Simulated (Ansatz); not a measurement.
# ZrC: fixed spin moment, part 2 of 3

Does ZrC want a moment, and how stiff is it? The total moment is held at a row of values. The runs shown use PAW.

Ansatz 0.2.0; DFT PBE; a database cell (COD).

## Step 6: Total moment held at 0.4 μB, PAW

The COD entry's cell or inner coordinates are ideal or old and differ from later refinements, so a difference from it is no clean test against experiment.

Input file input.yaml:

```yaml
crystal:
  lattice:
    - [0.0, 2.365, 2.365]
    - [2.365, 0.0, 2.365]
    - [2.365, 2.365, 0.0]
  atoms:
    - { symbol: Zr, position: [0.5, 0.5, 0.5], spin: 0.4 }
    - { symbol: C, position: [0.0, 0.0, 0.0] }
magnetization:
  spin_polarized: true
  initial_magnetization: 0.4
  spin_locking: { lock_magnetization: hard }
kpoints:
  mp_grid: { grid: [12, 12, 12] }
scf:
  occupations: { method: fermi_dirac, width: 0.05 }
  lower_state_search: "off"
hamiltonian:
  xc: pbe
  pseudopotentials: { kind: paw }
output:
  forces: true
  stress: true
  eigenvalues: true
```

Started as:

```sh
ansatz run input.yaml --threads 1 --pin off --max-ram 3072MiB --backend cpu --events-out ev --progress --plain --runs-dir out
```

The program printed, shortened:

```text
Warning: output.stress: scf.convergence.dr2_threshold = 1e-7 eV (the SCF's general default) is looser than the 2e-10 eV advised for a printed stress (1e-10 eV for each atom of the cell: 2). What an SCF threshold leaves in a stress goes as its square root, and in the free energy as the [...]
Pseudopotentials: kind: paw
Pseudopotential: Zr, paw, valence charge 12, recommended cutoff 420 eV (normal)
Pseudopotential: C, paw, valence charge 4, recommended cutoff 420 eV (normal)
Functional definition: PBE
[...]
Crystal: 2 atoms, lattice volume = 26.456 Å³
[...]
Fermi energy:    14.611987 (↑ 15.507026, ↓ 13.716948) eV
[...]
--- Forces (eV/Å), atoms counted from 1 ---
  atom   1  Zr     0.00000000    -0.00000000    -0.00000000
  atom   2  C     -0.00000000     0.00000000     0.00000000
[...]
--- Stress (GPa, compression-positive) ---
       -2.214968      -0.000000      -0.000000
        0.000000      -2.214968      -0.000000
        0.000000       0.000000      -2.214968
  P = ⅓ Tr σ = -2.2150 GPa (-22.150 kbar)
--- Band table (eV; the first three rows and the last of 144) ---
  k-point 0 ↑: bands = ["-33.6220", "-11.3530", "-11.3530", "-11.3530", "3.1447", "15.2792", "15.2792", "15.2792", "15.5808", "15.5808", "15.5808", "17.2743", "17.2743"]
[...]
```

It took 3.5 s on 1 thread of Arm Neoverse V1, shared host; peak memory 0.31 GiB.

Read from it: total moment 0.40 μB; site moments Zr1 0.06, C2 0.21 μB; pressure -2.21 GPa; no gap.

## Step 7: Total moment held at 0.6 μB, PAW

input.yaml, as its differences from that of step 6:

```diff
@@ -6,3 +6,3 @@
   atoms:
-    - { symbol: Zr, position: [0.5, 0.5, 0.5], spin: 0.4 }
+    - { symbol: Zr, position: [0.5, 0.5, 0.5], spin: 0.6 }
     - { symbol: C, position: [0.0, 0.0, 0.0] }
@@ -10,3 +10,3 @@
   spin_polarized: true
-  initial_magnetization: 0.4
+  initial_magnetization: 0.6
   spin_locking: { lock_magnetization: hard }
```

Started as:

```sh
ansatz run input.yaml --threads 1 --pin off --max-ram 3072MiB --backend cpu --events-out ev --progress --plain --runs-dir out
```

The program printed, shortened:

```text
Warning: output.stress: scf.convergence.dr2_threshold = 1e-7 eV (the SCF's general default) is looser than the 2e-10 eV advised for a printed stress (1e-10 eV for each atom of the cell: 2). What an SCF threshold leaves in a stress goes as its square root, and in the free energy as the [...]
[... 4 set-up lines as earlier in the session ...]
[...]
Crystal: 2 atoms, lattice volume = 26.456 Å³
[...]
Fermi energy:    14.669176 (↑ 15.823587, ↓ 13.514765) eV
[...]
--- Forces (eV/Å), atoms counted from 1 ---
  atom   1  Zr     0.00000000    -0.00000000     0.00000000
  atom   2  C     -0.00000000    -0.00000000    -0.00000000
[...]
--- Stress (GPa, compression-positive) ---
       -1.322760      -0.000000      -0.000000
       -0.000000      -1.322760      -0.000000
        0.000000      -0.000000      -1.322760
  P = ⅓ Tr σ = -1.3228 GPa (-13.228 kbar)
--- Band table (eV; the first three rows and the last of 144) ---
  k-point 0 ↑: bands = ["-33.6143", "-11.3518", "-11.3518", "-11.3518", "3.0684", "15.1890", "15.1890", "15.1890", "15.5462", "15.5462", "15.5462", "17.2571", "17.2571"]
[...]
```

It took 3.6 s on 1 thread of Arm Neoverse V1, shared host; peak memory 0.31 GiB.

In short: total moment 0.60 μB; site moments Zr1 0.11, C2 0.29 μB; pressure -1.32 GPa; no gap.

## Step 8: Total moment held at 0.9 μB, PAW

input.yaml, as its differences from that of step 7:

```diff
@@ -6,3 +6,3 @@
   atoms:
-    - { symbol: Zr, position: [0.5, 0.5, 0.5], spin: 0.6 }
+    - { symbol: Zr, position: [0.5, 0.5, 0.5], spin: 0.9 }
     - { symbol: C, position: [0.0, 0.0, 0.0] }
@@ -10,3 +10,3 @@
   spin_polarized: true
-  initial_magnetization: 0.6
+  initial_magnetization: 0.9
   spin_locking: { lock_magnetization: hard }
@@ -24 +24,5 @@
   eigenvalues: true
+  write_density: true
+  write_potential: true
+  elf: true
+  volumetric_format: npy
```

Started as:

```sh
ansatz run input.yaml --threads 1 --pin off --max-ram 3072MiB --backend cpu --events-out ev --progress --plain --runs-dir out
```

The program printed, shortened:

```text
Warning: output.stress: scf.convergence.dr2_threshold = 1e-7 eV (the SCF's general default) is looser than the 2e-10 eV advised for a printed stress (1e-10 eV for each atom of the cell: 2). What an SCF threshold leaves in a stress goes as its square root, and in the free energy as the [...]
[... 4 set-up lines as earlier in the session ...]
[...]
Crystal: 2 atoms, lattice volume = 26.456 Å³
[...]
Fermi energy:    14.715937 (↑ 16.167655, ↓ 13.264219) eV
[...]
--- Forces (eV/Å), atoms counted from 1 ---
  atom   1  Zr     0.00000000    -0.00000000    -0.00000000
  atom   2  C     -0.00000000     0.00000000     0.00000000
[...]
--- Stress (GPa, compression-positive) ---
        0.652489       0.000000       0.000000
        0.000000       0.652489       0.000000
       -0.000000      -0.000000       0.652489
  P = ⅓ Tr σ = 0.6525 GPa (6.525 kbar)
--- Band table (eV; the first three rows and the last of 144) ---
  k-point 0 ↑: bands = ["-33.5941", "-11.3430", "-11.3430", "-11.3430", "2.9600", "15.0636", "15.0636", "15.0636", "15.4951", "15.4951", "15.4951", "17.2343", "17.2343"]
[...]
```

Run time: 5 s. Hardware: 1 thread of Arm Neoverse V1, shared host; peak memory 0.31 GiB.

Read from it: total moment 0.90 μB; site moments Zr1 0.19, C2 0.39 μB; pressure 0.65 GPa; no gap.

The fields are shown in the conventional cell of this run's space group, carried over from its grid by interpolation.

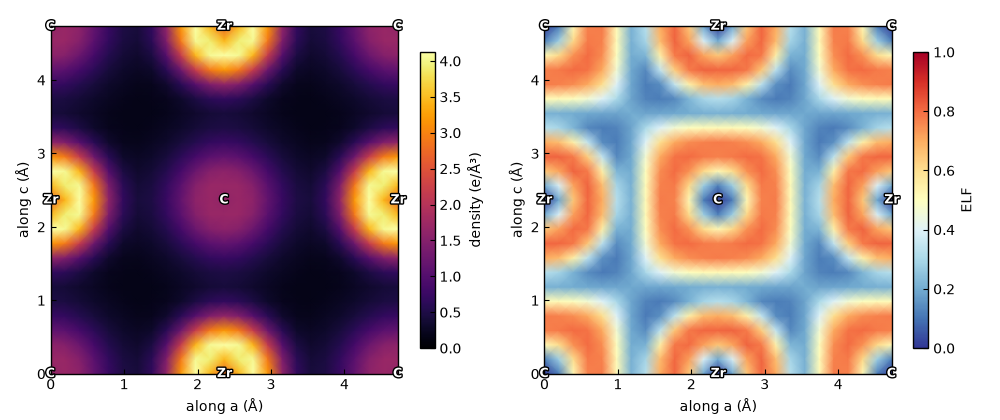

Density (left) and ELF (right) in a lattice plane of the grid's cell (edges 4.73 and 4.73 Å, at 0.000 of the third edge), which holds Zr and C. Only atoms in the plane are labelled. Both are smooth fields of the valence electrons: close to the nuclei they are not physical.

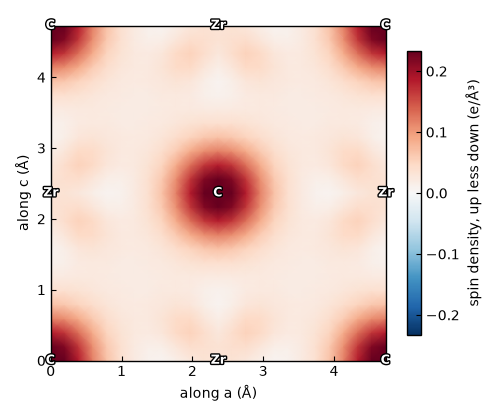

Spin density in a lattice plane of the grid's cell (edges 4.73 and 4.73 Å, at 0.000 of the third edge), which holds Zr and C.

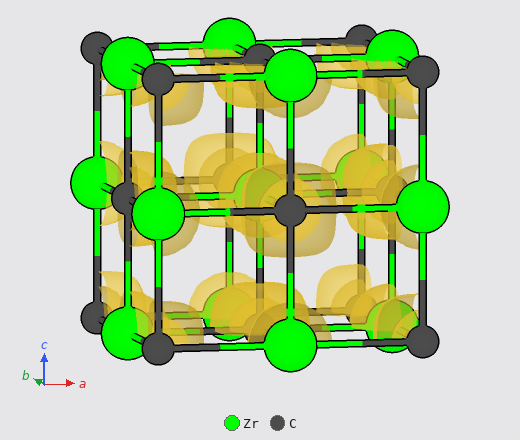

Surface of ELF = 0.74, drawn in one cell.

The highest ELF values outside the cores: 0.80 in the shell around C, 0.7 Å from C.

## Step 9: Total moment held at 1.2 μB, PAW

input.yaml, as its differences from that of step 8:

```diff
@@ -6,3 +6,3 @@
   atoms:
-    - { symbol: Zr, position: [0.5, 0.5, 0.5], spin: 0.9 }
+    - { symbol: Zr, position: [0.5, 0.5, 0.5], spin: 1.2 }
     - { symbol: C, position: [0.0, 0.0, 0.0] }
@@ -10,3 +10,3 @@
   spin_polarized: true
-  initial_magnetization: 0.9
+  initial_magnetization: 1.2
   spin_locking: { lock_magnetization: hard }
```

Started as:

```sh
ansatz run input.yaml --threads 1 --pin off --max-ram 3072MiB --backend cpu --events-out ev --progress --plain --runs-dir out
```

The program printed:

```text
Warning: output.stress: scf.convergence.dr2_threshold = 1e-7 eV (the SCF's general default) is looser than the 2e-10 eV advised for a printed stress (1e-10 eV for each atom of the cell: 2). What an SCF threshold leaves in a stress goes as its square root, and in the free energy as the threshold itself, and one threshold admits the most on a small cell: of the crystals measured, under no hybrid functional and no lock of the moments, on runs that ended without the residual-converged pass, on stresses that held no estimate of that error, the worst erred by over 100 MPa in a component at 1e-7 eV an atom and by under 5 at 1e-10. Set scf.convergence.dr2_threshold to 2e-10 eV or tighter. The threshold is an SCF's pass mark: one that does not reach it within its budget of iterations ends unconverged, or closes short of it on a stop that the run arms, and scf.convergence.dr2_threshold's page says what that costs each kind of run
[... 9 set-up lines as earlier in the session ...]
Crystal: 2 atoms, lattice volume = 26.456 Å³
Basis set: ecut = 420 eV, 531 PW (Γ), exchange–correlation on 48×48×48 points (8 copies of the dense FFT grid, shifted against one another)
Bands: 13, of which v1, the nominal top of the filled ones, is band 8 counted from 1 (7 counted from 0)
[... 2 set-up lines as earlier in the session ...]
Magnetic group: BNS 225.116 (UNI 1618), of the structure as read, at distance tolerance 3.0e-5 Å
k-points: 72 of 1728
[... 6 set-up lines as earlier in the session ...]
Starting moments: Σ|m| = 1.2 μB on 1 of 2 sites
[... 2 set-up lines as earlier in the session ...]
SCF iter   1: F=—  HF=-4435.405262 eV  |F-HF|=—  |Δ(HF+E_count)|=         —  Δρ=6.24e-2 (↑6.24e-2 ↓3.12e-2)  dr2=1.68e0  dr2_m=3.43e-1  M=1.200 μB ∫|m|=1.200 μB  β_m=0.30  ethr=3.10e-3  ⟨swp⟩=5.0  Hψ=9081  notcnv=0
preconditioner: auto → none  [metal: Δε(μ)=0.058 eV  Ē_g=9.492 eV  σ=0.050 eV  W_gap=0.27  n_scr=8 (ndim 8)  ℏωp=20.4 eV  f_vac=0.000  D(μ)=0.98/eV (n_scr^D=8)  sad-step TF]
SCF iter   2: F=—  HF=-4435.233083 eV  |F-HF|=—  |Δ(HF+E_count)|=   1.72e-1  Δρ=4.00e-2 (↑4.00e-2 ↓2.31e-2)  dr2=5.42e-1  dr2_m=1.76e-1  M=1.200 μB ∫|m|=1.200 μB  β_m=0.54  ethr=3.10e-3  ⟨swp⟩=2.0  Hψ=3476  notcnv=0  defer=78
SCF iter   3: F=—  HF=-4435.217461 eV  |F-HF|=—  |Δ(HF+E_count)|=   1.56e-2  Δρ=8.83e-3 (↑8.83e-3 ↓6.59e-3)  dr2=1.62e-2  dr2_m=1.12e-2  M=1.200 μB ∫|m|=1.200 μB  β_m=0.63  ethr=3.10e-3  ⟨swp⟩=2.1  Hψ=2613  notcnv=0  defer=78
SCF iter   4: F=—  HF=-4435.222366 eV  |F-HF|=—  |Δ(HF+E_count)|=   4.91e-3  Δρ=1.10e-3 (↑1.10e-3 ↓1.07e-3)  dr2=2.69e-5  dr2_m=2.73e-4  M=1.200 μB ∫|m|=1.200 μB  β_m=0.81  ethr=1.01e-4  ⟨swp⟩=1.9  Hψ=3077  notcnv=0  defer=79
SCF iter   5: F=—  HF=-4435.222988 eV  |F-HF|=—  |Δ(HF+E_count)|=   6.22e-4  Δρ=5.01e-4 (↑1.04e-4 ↓5.01e-4)  dr2=6.18e-5  dr2_m=2.07e-5  M=1.200 μB ∫|m|=1.200 μB  β_m=0.91  ethr=1.68e-7  ⟨swp⟩=2.3  Hψ=3075  notcnv=0  defer=79
SCF iter   6: F=—  HF=-4435.223014 eV  |F-HF|=—  |Δ(HF+E_count)|=   2.54e-5  Δρ=1.50e-4 (↑1.50e-4 ↓5.09e-5)  dr2=3.83e-6  dr2_m=2.08e-6  M=1.200 μB ∫|m|=1.200 μB  β_m=0.91  ethr=1.68e-7  ⟨swp⟩=2.0  Hψ=2586  notcnv=0  defer=79
SCF iter   7: F=—  HF=-4435.223016 eV  |F-HF|=—  |Δ(HF+E_count)|=   2.67e-6  Δρ=4.98e-5 (↑4.98e-5 ↓1.43e-5)  dr2=1.40e-6  dr2_m=9.44e-8  M=1.200 μB ∫|m|=1.200 μB  β_m=0.80  ethr=2.39e-8  ⟨swp⟩=2.3  Hψ=2778  notcnv=0  defer=79
iter 8 did not close the SCF: its close was put off for a magnetic moment that had not settled (scf_convergence_deferred on its scf_iter line)
SCF iter   8: F=-4435.223016 eV  HF=-4435.223016 eV  |F-HF|=4.75e-9  |Δ(HF+E_count)|=   2.26e-7  Δρ=4.29e-6 (↑4.29e-6 ↓4.09e-6)  dr2=2.52e-9  dr2_m=3.45e-9  M=1.200 μB ∫|m|=1.200 μB  β_m=0.81  ethr=6.25e-10  ⟨swp⟩=8.2  Hψ=10980  notcnv=0
SCF iter   9: F=-4435.223016 eV  HF=-4435.223016 eV  |F-HF|=2.76e-10  |Δ(HF+E_count)|=   7.79e-9  Δρ=8.79e-7 (↑7.33e-7 ↓8.79e-7)  dr2=6.62e-11  dr2_m=1.45e-10  M=1.200 μB ∫|m|=1.200 μB  ethr=1.58e-11  ⟨swp⟩=4.6  Hψ=8948  notcnv=0
SCF 1 converged in 9 iterations: F = -4435.223016 eV  dr2 = 6.62e-11
SCF converged after 9 iterations
Stability checked in part: among states of this total moment the steps that led to this state did not find it unstable. No probe was made; neither looks for a lower state of another moment (fixed_total_moment; see scf.lower_state_search)
Magnetization: 1.2000 μB (8.6000 up, 7.4000 down)
Absolute magnetization: 1.2000 μB (∫|ρ↑−ρ↓|, with the PAW one-centre terms)
Spin contamination: 0.0007 ħ² per cell (⟨S²⟩ above its minimum at these occupations)
Per-site moments (μB) at R_I (Å): [(0.2705258234772461, 0.9755625000000001), (0.48217787001110246, 0.9755625000000001)]
Free energy (F): -4435.223016 eV
Harris-Foulkes:  -4435.223016 eV  (|F-HF|=2.76e-10)
Internal energy: -4435.215485 eV  (E = F + TS)
E sigma→0 (E₀):  -4435.219250 eV
Entropy (-TS):   -0.007531 eV (-3.766 meV/atom)
Fermi energy:    14.832130 (↑ 16.571235, ↓ 13.093026) eV
--- Per-component energies (eV) ---
  E_band       = -52.130372
  E_kinetic    = 422.514764
  E_local      = -605.814726  (includes V_loc(G=0)·N_el)
  E_nonlocal   = 105.237362
  E_hartree    = 181.899566
  E_xc         = -211.032190
  E_vxc        = -252.266094  (∫ρ·V_xc dr)
  E_paw        = -3052.156472  (= ΣΔE_a)
  E_vpaw       = -85.600815  (= ΣTr[D̂ρ^β])
  E_aug_tail   = 0.000038  (compensation charges beyond the density's cutoff)
  E_ewald      = -1275.863827
  E_smearing   = -0.007531  (= −TS)
  E_closure    = 0.000000  (closes the sum)
  Σ components = -4435.223016   (vs F -4435.223016, Δ=0.00e0)
--- Forces (eV/Å), atoms counted from 1 ---
  atom   1  Zr     0.00000000    -0.00000000     0.00000000
  atom   2  C     -0.00000000     0.00000000    -0.00000000
  max |Σ_I F_I| component: 2.60e-29 eV/Å
--- Stress (GPa, compression-positive) ---
        3.243257       0.000000      -0.000000
        0.000000       3.243257      -0.000000
        0.000000       0.000000       3.243257
  P = ⅓ Tr σ = 3.2433 GPa (32.433 kbar)
--- Band table (eV; the first three rows and the last of 144) ---
  k-point 0 ↑: bands = ["-33.5647", "-11.3271", "-11.3271", "-11.3271", "2.8608", "14.9514", "14.9514", "14.9514", "15.4442", "15.4442", "15.4442", "17.2147", "17.2147"]
  k-point 1 ↑: bands = ["-33.5584", "-11.3867", "-11.3323", "-11.3323", "3.0132", "14.0447", "14.2733", "14.2733", "15.7133", "15.7133", "16.0051", "17.9435", "17.9435"]
  k-point 2 ↑: bands = ["-33.5409", "-11.5460", "-11.3463", "-11.3463", "3.4432", "12.7558", "13.3015", "13.3015", "16.1930", "16.1930", "16.4992", "19.3642", "19.3642"]
  k-point 71 ↓: bands = ["-33.1879", "-11.5093", "-11.5093", "-11.3179", "5.3865", "12.2067", "12.5036", "12.5036", "18.0891", "18.0891", "20.4454", "21.6805", "21.6913"]
```

It took 4.9 s on 1 thread of Arm Neoverse V1, shared host; peak memory 0.31 GiB.

Read from it: total moment 1.20 μB; site moments Zr1 0.27, C2 0.48 μB; pressure 3.24 GPa; no gap.

The fields are shown in the conventional cell of this run's space group, carried over from its grid by interpolation.

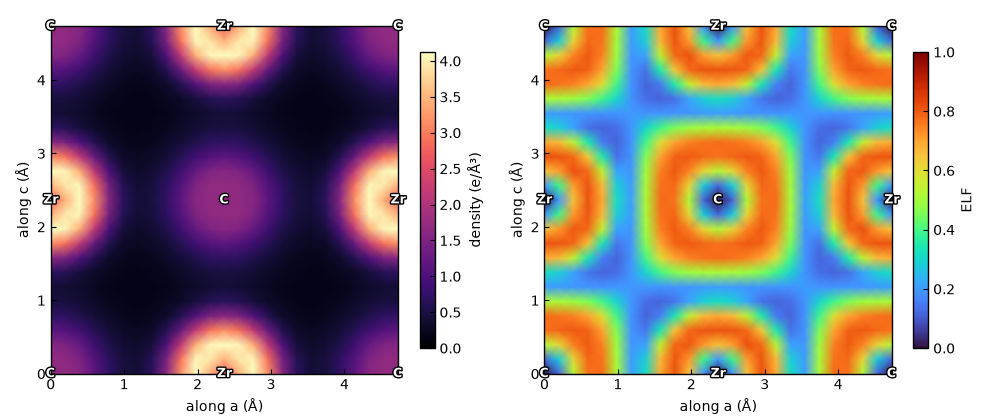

Density (left) and ELF (right) in a lattice plane of the grid's cell (edges 4.73 and 4.73 Å, at 0.000 of the third edge), which holds Zr and C. Only atoms in the plane are labelled. Both are smooth fields of the valence electrons: close to the nuclei they are not physical.

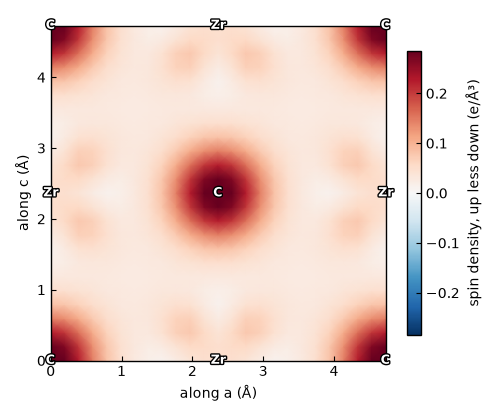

Spin density in a lattice plane of the grid's cell (edges 4.73 and 4.73 Å, at 0.000 of the third edge), which holds Zr and C.

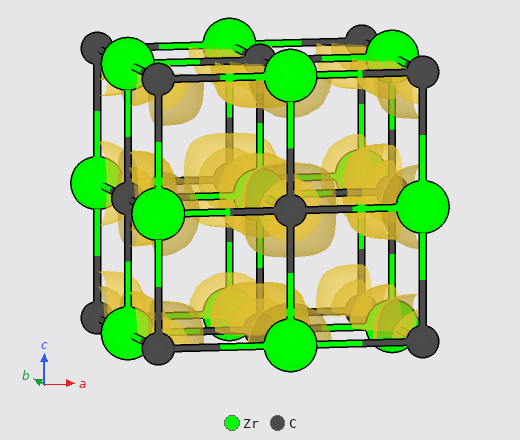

Surface of ELF = 0.74, drawn in one cell.

Outside the cores ELF peaks at 0.80 in the shell around C, 0.7 Å from C.

(Continued in part 3 of 3.)
